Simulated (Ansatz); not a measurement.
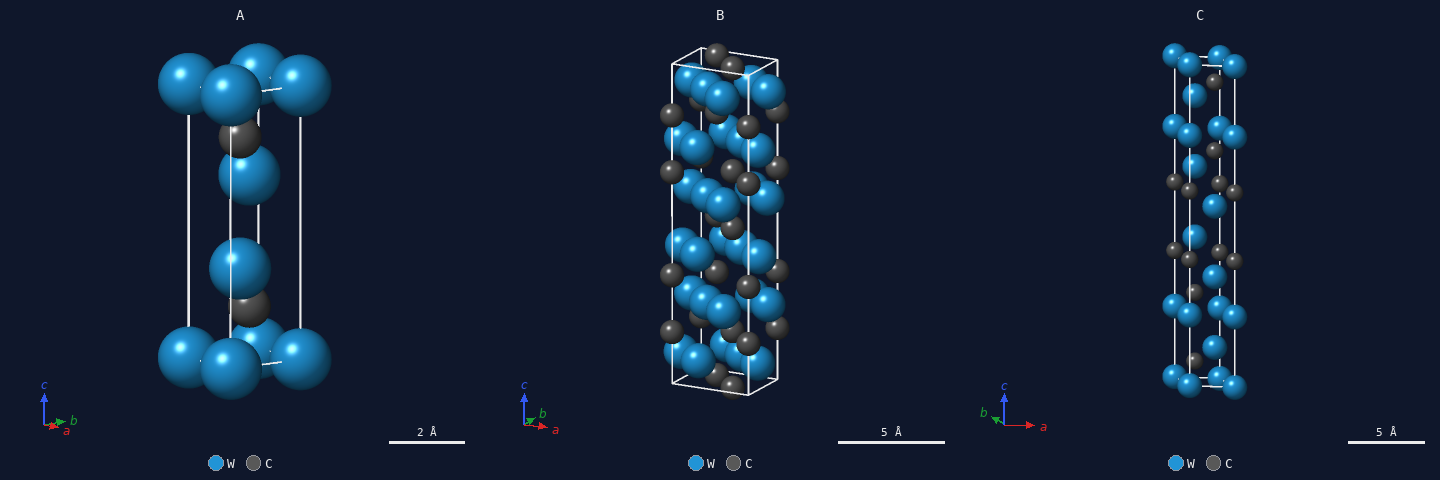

Three structures of W3C2, each relaxed to rest (conventional cells in solid outline, small ones repeated, each panel with its own scale). Method: Ansatz 0.2.0, DFT PBE, scalar-relativistic, plane waves, PAW, without spin polarisation.

### What are the structures shown?

A: 5 atoms a cell on a primitive hexagonal lattice, P-3m1; B: 30 atoms a cell on a rhombohedral (trigonal R) lattice, R-3c; C: 15 atoms a cell on a rhombohedral (trigonal R) lattice, R-3m.

### Rank them by energy, lowest first.

B, then A (+65 meV/atom) and C (+90 meV/atom), energies at zero smearing.

### Collect the results in a table.

| panel | structure | E − E(lowest) (meV/atom) | volume (Å³/atom) | gap (eV) |
| --- | --- | --- | --- | --- |
| B | R-3c | 0 | 11.8 | metal |
| A | P-3m1 | 65 | 11.7 | metal |
| C | R-3m | 90 | 11.8 | metal |

Some of these may be structure types tried for this composition rather than known phases, and the most stable form need not be among them. Gaps are taken on the k-mesh or band path of each run.
